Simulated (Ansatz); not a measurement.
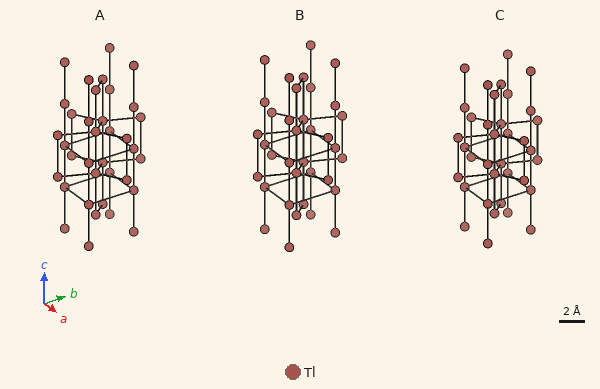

3 geometries from one relaxation of crystalline Tl (a generated structure, set up in P6/mmm), in shuffled order. The picture is a ball-and-stick view of the cell of the calculation, repeated 1 × 1 × 2 with one cell outlined, seen slightly off an axis.

Phase: omega (AlB2-type).

Theory: Ansatz, DFT, RPBE, plane waves (420 eV) with PAW, scalar-relativistic. (plane-wave cutoff 420 eV; k-point mesh 7 × 7 × 10; occupations fermi dirac; smearing width 0.1 eV; no spin polarisation; cell and atoms relaxed; force threshold 0.01 eV/Å; at most 60 steps)

Q: Order the frames from highest to lowest energy.

A: C, A, B. They are steps 0, 1, 5, at +96.5 meV per atom, +8.7 meV per atom relative to the last. Over 4 accepted moves (5 points after the start) the energy falls by 96.5 meV per atom. All forces vanish by symmetry, so only the cell relaxes. Pressure: 6.32 GPa at the start and −0.02 GPa at the end. At 1 point the geometry stayed and the basis and grid were re-selected for the new cell (energy shift of 1.0 meV per atom at most each time). The atoms keep their places relative to the cell (all moves are under 0.005 Å). The drawn cell changes as follows: a = b 5.411 → 5.775 Å (+6.7 %), c 3.317 → 3.547 Å (+6.9 %); the volume changes by +21.8 %. Some distances before and after: Tl–Tl 3.317 → 3.547 Å, Tl–Tl 3.124 → 3.334 Å. The space group stays P6/mmm (No. 191).
